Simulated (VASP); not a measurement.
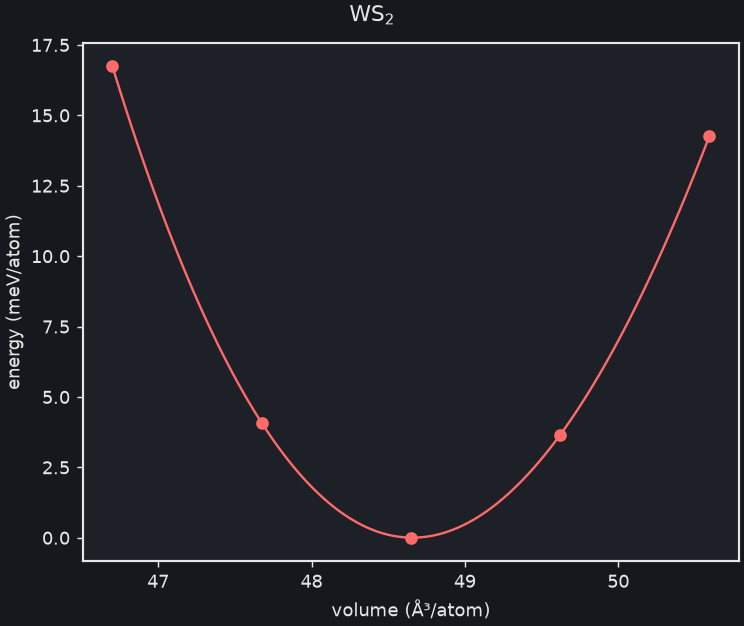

The picture above shows the energy against volume for WS₂, space group P-6m2 (No. 187).

Starting cell:
```
CELL_PARAMETERS angstrom
3.15566 0.00000 0.00000
-1.57783 2.73288 0.00000
0.00000 0.00000 16.92299
ATOMIC_POSITIONS crystal
W 0.00000 0.00000 0.00000
S 0.33333 0.66667 0.09193
S 0.33333 0.66667 0.90807
```

How it was computed, with VASP 6.6.1: plane-wave DFT, no spin polarisation; energies at scaled volumes of the given cell, shape and fractions fixed, counted from the fit's minimum, third-order Birch-Murnaghan fit. Level: HSE06.

```csv
setting,value
k mesh,6×6×1
occupations,Gaussian
smearing width,0.02 eV
potentials,"VASP PAW PBE potentials, recommended"
wave cutoff,520 eV
```

From this curve and the settings, what does the calculation give for the pressure at the same points?

The pressure falls from 2.81 GPa at volume 46.70 Å³/atom to −2.31 GPa at 50.59 Å³/atom, and changes sign near 48.63 Å³/atom.

```csv
volume (Å³/atom),pressure (GPa)
46.70,2.81
47.68,1.32
48.65,-0.02
49.62,-1.22
50.59,-2.31
```

Note: shape and atomic fractions are frozen while scaling, which makes layered, chain and framework solids too stiff.
